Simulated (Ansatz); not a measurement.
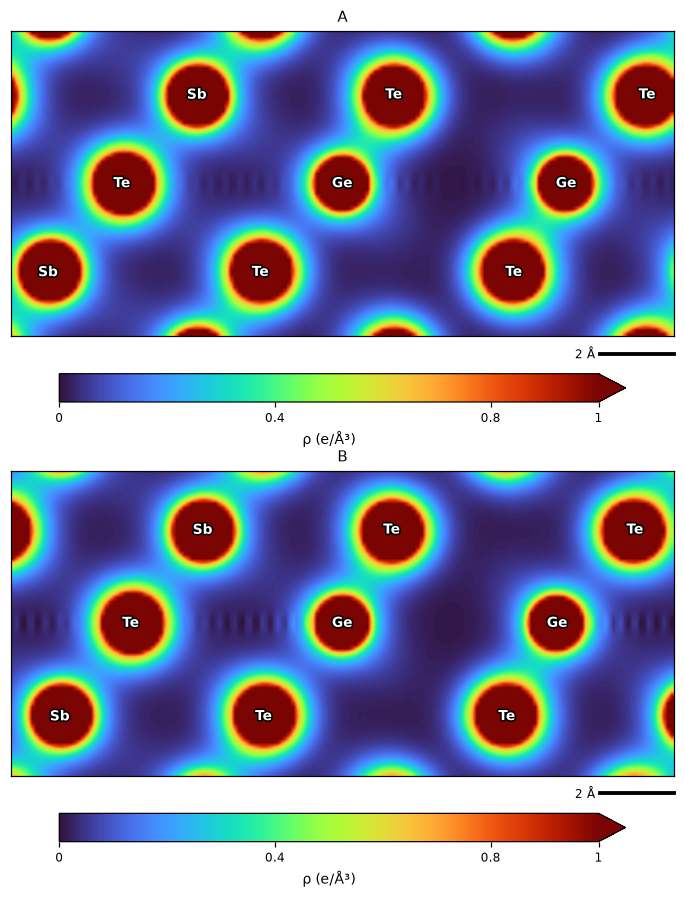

Ge2Sb2Te5. The valence charge density (pseudo) of two cells that differ in size and shape, on the (110) plane of each (indices in the axes of the calculation cell), at one length scale and on one colour scale; one has 30.6 and the other 32.4 Å³ an atom.

All numbers below come from DFT PBE, scalar-relativistic, plane waves, PAW in Ansatz.

The larger cell:

```
Ge Sb Te
1.0
     4.40500    0.00000    0.00000
    -2.20250    3.81484    0.00000
     0.00000    0.00000   17.37370
Ge Sb Te
2 2 5
Direct
  0.00000 0.00000 0.33132
  0.00000 0.00000 0.66868
  0.33333 0.66667 0.11210
  0.66667 0.33333 0.88790
  0.00000 0.00000 0.00000
  0.33333 0.66667 0.79143
  0.66667 0.33333 0.20857
  0.33333 0.66667 0.40960
  0.66667 0.33333 0.59040
```

The smaller cell: a = 4.192 Å, b = 4.192 Å, c = 18.098 Å, α = 90.00°, β = 90.00°, γ = 120.00°.

Question: Which is the denser cell? Describe the effect of the change.

Answer: Panel A is the smaller cell, by 6 % in volume. From the larger cell to the smaller, Sb–Te goes from 3.20 to 3.16 Å, and the density at its midpoint from 0.22 to 0.23 e/Å³; Ge–Te goes from 2.88 to 2.80 Å, and the density at its midpoint from 0.32 to 0.36 e/Å³; the pressure goes from −1.2 to 1.7 GPa.
